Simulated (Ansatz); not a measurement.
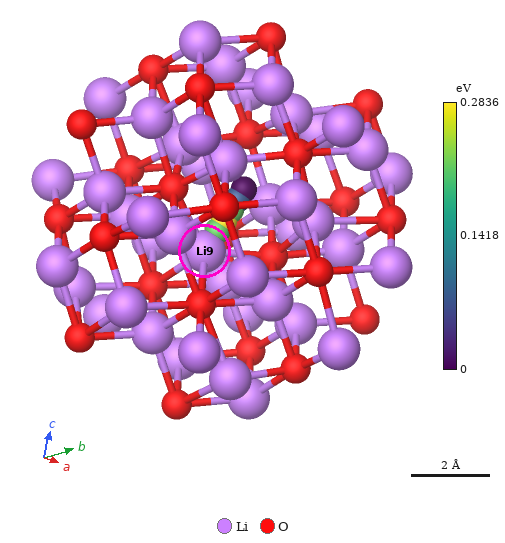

A search for the minimum-energy path of a defect cell of composition Li15O8 (cell charge −1) with a Li vacancy (23 atoms in the cell) by the nudged elastic band. Images are numbered from 0 (start) to 6 (end). The start is drawn whole; smaller spheres mark the moving atoms (Li) in the later images, joined by lines and coloured by the energy of the image relative to the start. The picture is a ball-and-stick view of the atoms within 5.2 Å of the middle of the path, seen slightly off an axis. The moving atom is ringed, with any periodic copies. Bonds to atoms that aren't drawn are left out.

These are results of DFT PBE, scalar-relativistic, plane waves, PAW in Ansatz 0.2.0, not measurements. Set-up: plane-wave cutoff 420 eV; k-point mesh 4 × 4 × 4; Gaussian smearing 0.05 eV; 5 movable images; no climbing image; force threshold 0.05 eV/Å; iteration limit 60.

**What moves, how far, and at what cost in energy?**

It is a vacancy jump: a nearby atom moves into the empty site and leaves its own site empty. A Li atom travels furthest, 1.90 Å from end to end, along [−1 1 1], on a straight line. At the highest image its nearest neighbour (O) is 1.76 Å away, against 1.93 Å at the start, and the surrounding atoms stand up to 0.06 Å off the mean of their end positions. The barrier is about 0.284 eV in both directions, with image 3 at the top; the ends have the same energy. The band converged in 4 iterations. The largest component of the band force went from 0.62 to 0.02 eV/Å. No image climbed, so the highest image needn't lie on the saddle point, and the true maximum along this path can be higher.

Limits of the set-up: the periodic images lie only 6.5 Å apart, so the values are limited by the cell's size; the cell is charged, on a uniform background, and energies carry no finite-size correction.
